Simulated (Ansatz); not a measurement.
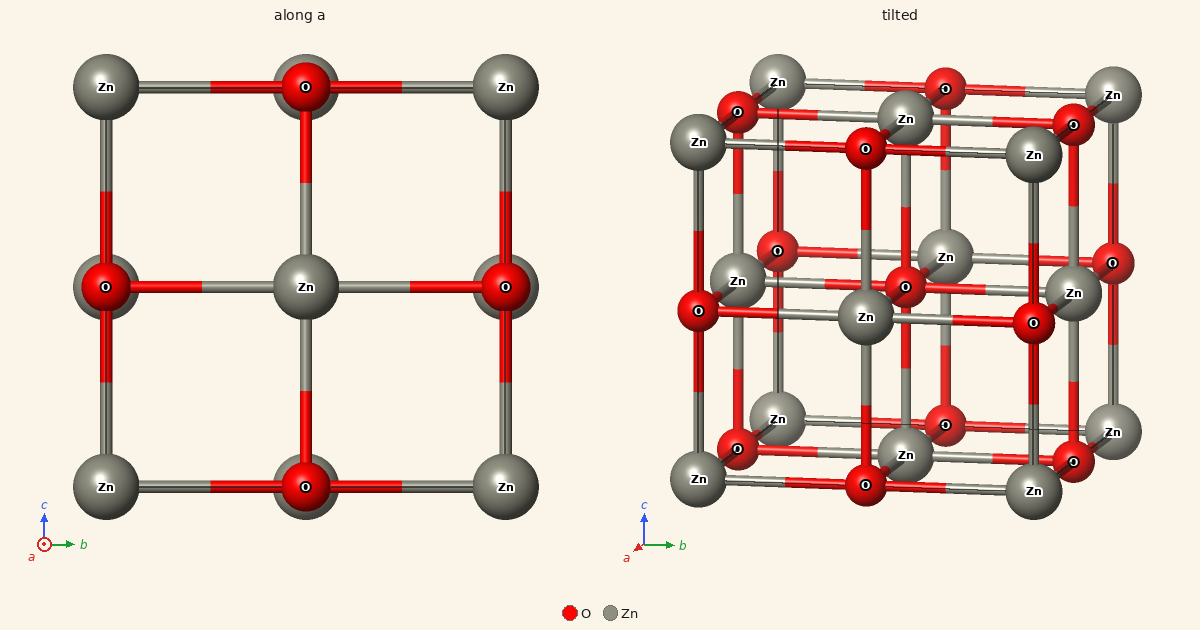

The figure gives a ball-and-stick picture of the atoms, viewed along the a axis and slightly off an axis. The frame is the drawn cell (a repeat of the simulation cell); atoms at its boundary are shown with their periodic copies.

ZnO, a = 4.27 Å, b = 4.27 Å, c = 4.27 Å, α = 90.00°, β = 90.00°, γ = 91.78°.

Calculation details: DFT, PBE, plane waves, PAW (Ansatz); a plane-wave cutoff of 420 eV, k-points about 0.26 Å⁻¹ apart, Fermi-Dirac smearing of 0.02 eV, no spin polarisation.

Question: Predict the gap.

Answer: A semiconductor at this level, with a gap of 0.92 eV, indirect; the smallest direct gap is 2.22 eV.

Question: Give the pressure and its sign.

Answer: The computed pressure is 8.0 GPa (compressed: it would expand).

Source of the structure: a structure type filled with these elements by a generator (whether the compound takes this form wasn't checked). The cell was then strained or its atoms displaced on purpose. It was run through Ansatz as a DFT input.

At this level of theory the cell isn't at rest (compressed, at 8 GPa), so its distances can differ from those at equilibrium, the more so the softer the solid.
